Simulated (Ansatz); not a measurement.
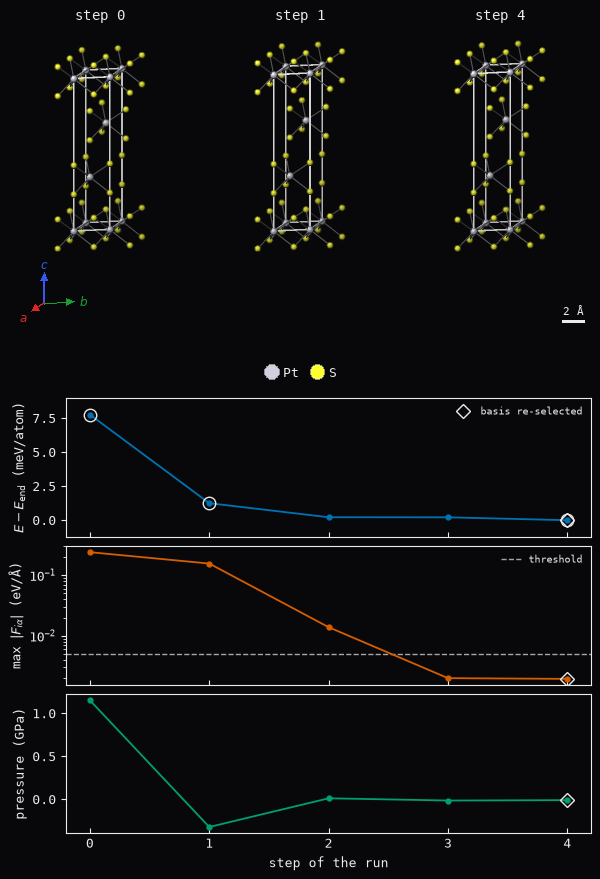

Frames of a relaxation of crystalline PtS2 (built on the 3R (MoS2) bulk type), marked on the history of the run. The picture is a ball-and-stick view of the conventional cell (3 times the calculation's cell), seen slightly off an axis. Lengths and directions refer to the drawn axes.

These are results of DFT, r2SCAN+rVV10, plane waves, PAW in Ansatz 0.2.0, not measurements. Set-up: plane-wave cutoff 500 eV; k-point mesh 8 × 8 × 8; occupations fermi dirac; smearing width 0.02 eV; no spin polarisation; cell and atoms relaxed; force threshold 0.005 eV/Å.

### What happens along the run?

The energy falls by 7.8 meV per atom in 3 accepted moves (4 points after the start). The largest force component goes from 0.24 to 0.0019 eV/Å. Pressure: 1.15 GPa at the start and −0.01 GPa at the end. The SCF was repeated once at an unchanged geometry on a basis and grid sized afresh for the cell, which shifted the energy by 0.2 meV per atom at most. The largest move relative to the cell is that of an S atom, 0.073 Å along +c. Largest moves by element: S 0.073 Å, Pt 0.004 Å. Cell: a = b 3.460 → 3.478 Å (+0.5 %), c 14.816 → 15.288 Å (+3.2 %). Volume +4.3 %. Near-neighbour distances that change, for instance: Pt–S 2.418 → 2.409 Å. The space group stays R3m (No. 160). From step 0 to 1: an S atom moves most (0.04 Å), volume +3.2 %, energy −6.5 meV per atom. From step 1 to 4: an S atom moves most (0.03 Å), volume +1.1 %, energy −1.3 meV per atom.

```tsv
step	E − E(0), meV/atom	largest force component, eV/Å	pressure, GPa	volume, Å³/atom	note
0	0.00	0.2405	1.15	17.065	
1	-6.51	0.1562	-0.32	17.603	
2	-7.55	0.0139	0.01	17.770	
3	-7.55	0.0020	-0.01	17.797	
4	-7.76	0.0019	-0.01	17.797	same geometry, new basis
```
